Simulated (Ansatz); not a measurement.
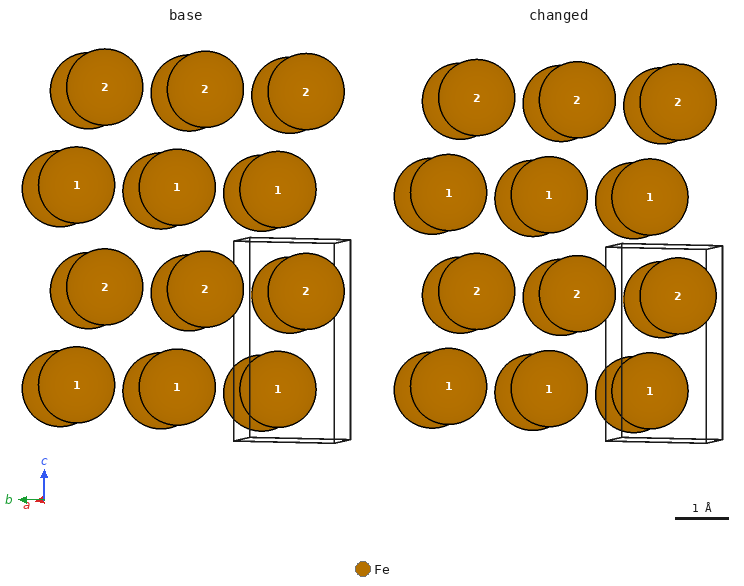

Left: crystalline Fe (set up in P6_3/mmc). Right: the same structure after one change, at the same scale. A spheres-only model of the cell of the calculation, repeated 2 × 3 × 2 with one cell outlined, seen from a free direction.

Computed with Ansatz, DFT, PBE, PAW with Ansatz's default frozen-core files, scalar-relativistic. Settings: plane-wave cutoff 420 eV; k-point mesh 17 × 17 × 10; occupations fermi dirac; smearing width 0.08 eV; no spin polarisation.

What distinguishes the right structure from the left one?

Answer. The cell is strained by −3.0 % along c and none across it (volume −3.0 %), the atoms keeping their fractional coordinates. No relaxation follows.

How do the computed properties respond?

Answer. Some distances before and after: Fe–Fe 2.380 → 2.334 Å. The space group stays P6_3/mmc (No. 194). The energy rises by 41.7 meV per atom. The pressure goes from 10.9 to 22.6 GPa. The principal stresses (compression positive) are 34.8 GPa along c and 16.5 GPa across it. All forces vanish by symmetry.
